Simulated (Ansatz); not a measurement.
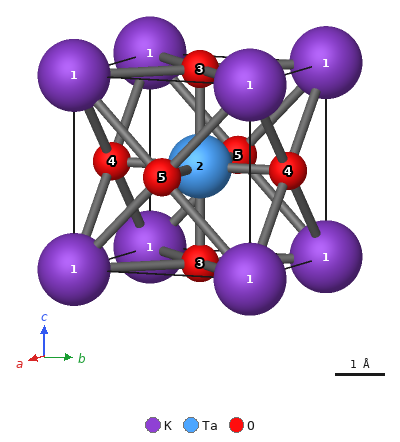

*The input geometry (ball-and-stick view of the cell of the calculation, seen slightly off an axis; atoms are numbered from 1 in the order of the input).*

## Band-structure calculation of KTaO3 (part 1 of 2)

KTaO3 (P4/mmm, 5 atoms in the cell), computed with DFT, HSE06, plane waves, PAW, no spin polarisation (Ansatz 0.2.0).

The structure was built on a prototype by a generator; it need not be a known phase. The geometry comes from this level: r2SCAN (a point of a series of strains). It belongs to a series of runs on one base structure; here: epitaxial_xy strain -1.5%. Figures and captions count atoms from 1; the log counts them from 0 in places.

## Input
```yaml
crystal:
  lattice:
    - [3.9302791365, 0.0, 0.0]
    - [0.0, 3.9302791365, 0.0]
    - [0.0, 0.0, 4.0125798468]
  atoms:
    - { symbol: K, position: [0.0, 0.0, 0.0] }
    - { symbol: Ta, position: [0.5, 0.5, 0.5] }
    - { symbol: O, position: [0.5, 0.5, 0.0] }
    - { symbol: O, position: [0.5, 0.0, 0.5] }
    - { symbol: O, position: [0.0, 0.5, 0.5] }
kpoints:
  mp_grid: { grid: [4, 4, 4] }
  band_path:
    path: [[0.0, 0.0, 0.0], [0.0, 0.5, 0.0], [0.5, 0.5, 0.0], [0.5, 0.5, 0.5]]
    npoints: 1
hamiltonian:
  xc: hse06
scf:
  occupations: { method: fixed }
  n_extra_bands: 5
output:
  forces: true
  stress: true
  eigenvalues: true
  write_density: true
  write_potential: true
  elf: true
  volumetric_format: npy
```

Launch command:
```bash
ansatz run input.yaml --threads 2 --pin off --max-ram 2211MiB --backend cpu --events-out ev --progress --plain --runs-dir out
```

## Log
```
Warning: output.stress: scf.convergence.dr2_threshold = 1e-7 eV (the SCF's general default) is looser than the 5e-10 eV advised for a printed stress (1e-10 eV for each atom of the cell: 5). What an SCF threshold leaves in a stress goes as its square root, and in the free energy as the threshold itself, and one threshold admits the most on a small cell: of the crystals measured, under no hybrid functional and no lock of the moments, on runs that ended without the residual-converged pass, on stresses that held no estimate of that error, the worst erred by over 100 MPa in a component at 1e-7 eV an atom and by under 5 at 1e-10. Set scf.convergence.dr2_threshold to 5e-10 eV or tighter. The threshold is an SCF's pass mark: one that does not reach it within its budget of iterations ends unconverged, or closes short of it on a stop that the run arms, and scf.convergence.dr2_threshold's page says what that costs each kind of run
Warning: output.stress: scf.exx.energy_threshold = 1e-6 eV is looser than the 5e-8 eV advised for a stress under a hybrid functional (1e-8 eV for each atom of the cell: 5). Every SCF of the exchange loop can meet its threshold on dr2 while the loop round them stops early: no threshold on dr2 bounds what that leaves in the stress. Set scf.exx.energy_threshold to 5e-8 eV or tighter. The threshold is the loop's pass mark: a loop that does not reach it within its budget of cycles ends unconverged, and scf.exx.energy_threshold's page has the law
scf.n_extra_bands = 5 over 20 filled bands (N_el = 40.0): the run solves 25 bands
Engine: ansatz 0.2.0, x86_64-unknown-linux-gnu
Pseudopotentials: kind: paw
Pseudopotential: K, paw, valence charge 9, recommended cutoff 420 eV (normal), K.paw.azcp
Pseudopotential: Ta, paw, valence charge 13, recommended cutoff 420 eV (normal), Ta.paw.azcp
Pseudopotential: O, paw, valence charge 6, recommended cutoff 420 eV (normal), O.paw.azcp
Functional definition: HSE06
  parameter a = 0.25
  parameter omega = 0.11/bohr
  exchange = pbe_x - a*pbe_x_sr(omega) + a*exact_x_sr(omega)
  correlation = pbe_c
davidson cushion auto → on  (no smearing: the cushion is to keep the highest requested band from converging to the state above it; pin scf.eigensolver.cushion to override)
Crystal: 5 atoms, lattice volume = 61.983 Å³
Basis set: ecut = 420 eV, 1221 PW (Γ), exchange–correlation on 54×54×54 points (8 copies of the dense FFT grid, shifted against one another)
Bands: 25, of which v1, the nominal top of the filled ones, is band 20 counted from 1 (19 counted from 0)
Symmetry: 16 space group operations
Space group: P4/mmm (ITA 123), of the structure as read, at distance tolerance 4.0e-5 Å
k-points: 18 of 64
Non-local potential: K, projectors of the file, l = 0: 3, l = 1: 2, l = 2: 2
Non-local potential: Ta, projectors of the file, l = 0: 3, l = 1: 2, l = 2: 2, l = 3: 1
Non-local potential: O, projectors of the file, l = 0: 2, l = 1: 2, l = 2: 1
PAW form: soft (Blöchl's): semilocal exchange-correlation on the pseudo side does not see the compensation charge
PAW frozen core: K, regenerated for the run's functional, and the local potential with it (the file was generated under x = pbe(κ = 0.804, μ = 0.2195149727645171), c = pbe(β = 0.06672455060314922))
PAW frozen core: Ta, regenerated for the run's functional, and the local potential with it (the file was generated under x = pbe(κ = 0.804, μ = 0.2195149727645171), c = pbe(β = 0.06672455060314922))
PAW frozen core: O, regenerated for the run's functional, and the local potential with it (the file was generated under x = pbe(κ = 0.804, μ = 0.2195149727645171), c = pbe(β = 0.06672455060314922))
PAW one-centre angular grid: K, 110 points (default); XC on 64 Gauss nodes
PAW one-centre angular grid: Ta, 590 points (default); XC on 64 Gauss nodes
PAW one-centre angular grid: O, 110 points (default); XC on 96 Gauss nodes
Initial density: superposition of atomic densities (neutral atoms: chi_scale 0, normalization atom), corrected by the library's trained network
Initial wavefunctions: pseudopotential atomic-orbital guess
Functional: x = pbe(κ = 0.804, μ = 0.2195149727645171), c = pbe(β = 0.06672455060314922), warm-up for x = pbe(κ = 0.804, μ = 0.2195149727645171) + 0.25 (exact − pbe) at short range (hse, ω = 0.20786987370883472 Å⁻¹), c = pbe(β = 0.06672455060314922); HSE06 as pw.x's `hse` composes it (authors' and Libxc's form: `xc: wpbeh`)
SCF iter   1: F=—  HF=-13178.072939 eV  |F-HF|=—  |Δ(HF+E_count)|=         —  Δρ=3.89e-3  dr2=1.22e-2  ethr=1.77e-3  ⟨swp⟩=9.1  Hψ=2074  notcnv=0
preconditioner: auto → none  [insulator: Δε(μ)=2.362 eV  Ē_g=13.531 eV  n_scr=18 (ndim 8)  ℏωp=25.8 eV  f_vac=0.014]
SCF iter   2: F=—  HF=-13178.071964 eV  |F-HF|=—  |Δ(HF+E_count)|=   9.75e-4  Δρ=3.59e-3  dr2=7.00e-3  ethr=3.05e-5  ⟨swp⟩=5.1  Hψ=1454  notcnv=0  defer=7
iter 3 solved again at ethr=1.98e-7 eV; its pass at ethr=1.75e-5 eV (dr2=7.91e-5 eV) is discarded
SCF iter   3: F=-13178.070408 eV  HF=-13178.070361 eV  |F-HF|=4.68e-5  |Δ(HF+E_count)|=   1.60e-3  Δρ=5.39e-4  dr2=8.60e-5  ethr=1.98e-7  ⟨swp⟩=4.7  Hψ=2416  notcnv=0  defer=5
SCF 1 stopped early in 3 iterations: F = -13178.070408 eV  dr2 = 8.60e-5
  greatest PAW one-centre occupation: 0.998 electrons in one spin orbital (limit 2), on the Ta atom at site 1 (counted from 0), in its partial waves of l = 0
Initial density: handed on by an earlier stage of this run
Initial wavefunctions: those handed on with the density
Functional: x = pbe(κ = 0.804, μ = 0.2195149727645171) + 0.25 (exact − pbe) at short range (hse, ω = 0.20786987370883472 Å⁻¹), c = pbe(β = 0.06672455060314922); HSE06 as pw.x's `hse` composes it (authors' and Libxc's form: `xc: wpbeh`)
Exchange kernel: α = 0.2500, screened, ω = 0.2079 Å⁻¹, Wigner–Seitz truncation, v(0) = 1033.7851 eV·Å³, q-mesh 4×4×4, nearest image of the exchange supercell L = 15.72 Å, pair-density grid 20×20×20, without the augmentation charges, whose exchange is taken in its separable form by FFT convolution over the k-point mesh (sized by the pseudopotential files, 27×27×27 at the most), smooth part of the exact exchange by density-matrix convolution
Frozen-core exchange: fock
SCF iter   1: F=—  HF=-13179.092393 eV  |F-HF|=—  |Δ(HF+E_count)|=         —  Δρ=1.28e-2  dr2=1.63e-1  ethr=2.15e-6  ⟨swp⟩=7.2  Hψ=2327  notcnv=0
preconditioner: auto → none  [insulator: Δε(μ)=3.959 eV  Ē_g=15.854 eV  n_scr=18 (ndim 8)  ℏωp=25.8 eV  f_vac=0.014]
SCF iter   2: F=—  HF=-13179.049195 eV  |F-HF|=—  |Δ(HF+E_count)|=   4.32e-2  Δρ=9.86e-3  dr2=4.89e-2  ethr=2.15e-6  ⟨swp⟩=6.1  Hψ=2030  notcnv=0
SCF iter   3: F=—  HF=-13179.039172 eV  |F-HF|=—  |Δ(HF+E_count)|=   1.00e-2  Δρ=2.40e-3  dr2=4.34e-3  ethr=2.15e-6  ⟨swp⟩=4.7  Hψ=1699  notcnv=0
SCF iter   4: F=—  HF=-13179.054849 eV  |F-HF|=—  |Δ(HF+E_count)|=   1.57e-2  Δρ=1.86e-3  dr2=2.49e-3  ethr=2.15e-6  ⟨swp⟩=4.5  Hψ=1501  notcnv=0
SCF iter   5: F=—  HF=-13179.054133 eV  |F-HF|=—  |Δ(HF+E_count)|=   7.16e-4  Δρ=4.73e-4  dr2=8.88e-5  ethr=2.15e-6  ⟨swp⟩=3.7  Hψ=1213  notcnv=0
SCF iter   6: F=—  HF=-13179.054277 eV  |F-HF|=—  |Δ(HF+E_count)|=   1.44e-4  Δρ=3.27e-4  dr2=5.47e-5  ethr=1.83e-7  ⟨swp⟩=4.8  Hψ=1379  notcnv=0
SCF iter   7: F=—  HF=-13179.054268 eV  |F-HF|=—  |Δ(HF+E_count)|=   9.40e-6  Δρ=1.79e-4  dr2=1.91e-5  ethr=1.34e-7  ⟨swp⟩=3.8  Hψ=1285  notcnv=0
SCF iter   8: F=-13179.054245 eV  HF=-13179.054263 eV  |F-HF|=1.85e-5  |Δ(HF+E_count)|=   4.65e-6  Δρ=5.20e-5  dr2=2.71e-6  ethr=4.48e-8  ⟨swp⟩=2.9  Hψ=1033  notcnv=0
SCF 2 stopped early in 8 iterations: F = -13179.054245 eV  dr2 = 2.71e-6
  greatest PAW one-centre occupation: 0.997 electrons in one spin orbital (limit 2), on the Ta atom at site 1 (counted from 0), in its partial waves of l = 0
hybrid outer 1: dexx = +1.739e-2 eV, tail = 2.51e-5 eV
Exchange kernel: α = 0.2500, screened, ω = 0.2079 Å⁻¹, Wigner–Seitz truncation, v(0) = 1033.7851 eV·Å³, q-mesh 4×4×4, nearest image of the exchange supercell L = 15.72 Å, pair-density grid 20×20×20, without the augmentation charges, whose exchange is taken in its separable form by FFT convolution over the k-point mesh (sized by the pseudopotential files, 27×27×27 at the most), smooth part of the exact exchange by density-matrix convolution
Frozen-core exchange: fock
SCF iter   1: F=—  HF=-13179.054045 eV  |F-HF|=—  |Δ(HF+E_count)|=         —  Δρ=7.04e-5  dr2=1.57e-6  ethr=3.14e-7  ⟨swp⟩=4.2  Hψ=1139  notcnv=0
preconditioner: auto → none  [insulator: Δε(μ)=3.610 eV  Ē_g=15.639 eV  n_scr=18 (ndim 8)  ℏωp=25.8 eV  f_vac=0.016]
SCF iter   2: F=—  HF=-13179.054045 eV  |F-HF|=—  |Δ(HF+E_count)|=   1.82e-7  Δρ=3.13e-5  dr2=1.83e-7  ethr=3.74e-9  ⟨swp⟩=4.1  Hψ=1361  notcnv=0
SCF iter   3: F=—  HF=-13179.054045 eV  |F-HF|=—  |Δ(HF+E_count)|=   5.21e-7  Δρ=1.43e-5  dr2=1.02e-7  ethr=3.49e-10  ⟨swp⟩=5.3  Hψ=1426  notcnv=0  defer=12
SCF iter   4: F=-13179.054045 eV  HF=-13179.054045 eV  |F-HF|=2.96e-10  |Δ(HF+E_count)|=   3.03e-8  Δρ=1.31e-6  dr2=1.16e-9  ethr=2.51e-10  ⟨swp⟩=3.3  Hψ=1116  notcnv=0
SCF 3 converged in 4 iterations: F = -13179.054045 eV  dr2 = 1.16e-9
  Residual-converged pass: ⟨swp⟩=3.0  Hψ=1126  notcnv=0  max |occ|·‖R‖ = 2.4e-6 eV (tolerance 2.4e-6 eV)  dr2=1.15e-9  dr2_onsite=1.06e-10  max |Δocc| = 0.0e0
```

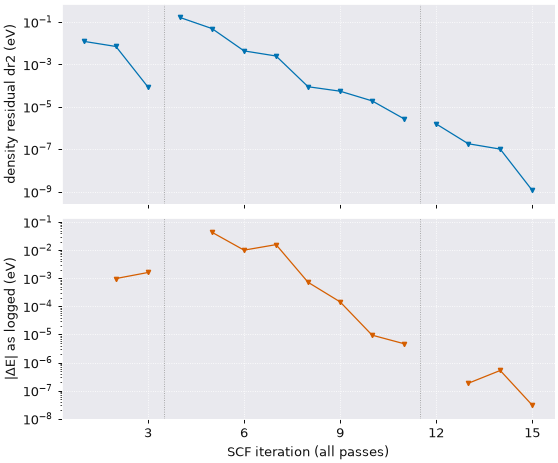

*Convergence of the self-consistent field: density residual dr2 and size of the energy change against the SCF iteration. The run starts with a semilocal functional; after that each stretch between dotted lines is one SCF of the hybrid functional between two exact rebuilds of the exchange operator by the outer loop. Early passes are stopped at a loose threshold.*

The passes take 3, 8 and 4 iterations.

```
hybrid outer 2: dexx = +6.279e-7 eV, tail = 1.06e-8 eV, Δε = 3.33e-3 eV (about 7.14e-5 eV left of the loop's levels)
NSCF: frozen V_eff on 4 k-points
hybrid SCF converged: 2 outer / 12 inner (+3 warm-up), last move |dexx| = 6.28e-7 eV, tail = 1.06e-8 eV
Stability not checked: this state was not tested for a lower state beside it, because the functional holds exact exchange (a hybrid, or Hartree-Fock), whose exchange loop this test does not read (fock_operator; see scf.lower_state_search)
Free energy (F): -13179.054045 eV
Frozen-core exchange: fock
Harris-Foulkes:  -13179.054045 eV  (|F-HF|=2.96e-10)
Internal energy: -13179.054045 eV  (E = F + TS)
E sigma→0 (E₀):  -13179.054045 eV
Fermi energy:    8.037604 eV
--- Per-component energies (eV) ---
  E_band       = -319.806472
  E_kinetic    = 1149.920615
  E_local      = -2186.644675  (includes V_loc(G=0)·N_el)
  E_nonlocal   = 169.304007
  E_hartree    = 765.673644
  E_xc         = -460.923566
  E_vxc        = -518.975555  (∫ρ·V_xc dr)
  E_exx        = -118.922374  (= α·E_x^exact, valence–valence)
  E_paw        = -9650.931456  (= ΣΔE_a)
  E_vpaw       = -226.920334  (= ΣTr[D̂ρ^β])
  E_aug_tail   = 0.007331  (compensation charges beyond the density's cutoff)
  E_ewald      = -2842.963475
  E_core_change = -3.574093  (= ΣΔE_core)
  E_smearing   = -0.000000  (= −TS)
  E_closure    = -0.000003  (closes the sum)
  Σ components = -13179.054045   (vs F -13179.054045, Δ=0.00e0)
--- Forces (eV/Å), atoms counted from 1 ---
  atom   1  K     -0.00000000     0.00000000     0.00000000
  atom   2  Ta     0.00000000     0.00000000     0.00000000
  atom   3  O      0.00000000     0.00000000     0.00000000
  atom   4  O      0.00000000     0.00000000     0.00000000
  atom   5  O      0.00000000     0.00000000     0.00000000
  max |Σ_I F_I| component: 5.09e-29 eV/Å
--- Stress (GPa, compression-positive) ---
        7.821612       0.000000       0.000000
        0.000000       7.821612       0.000000
        0.000000       0.000000      -0.560392
  P = ⅓ Tr σ = 5.0276 GPa (50.276 kbar)
--- Band table (eV; the first three rows and the last of 18) ---
```
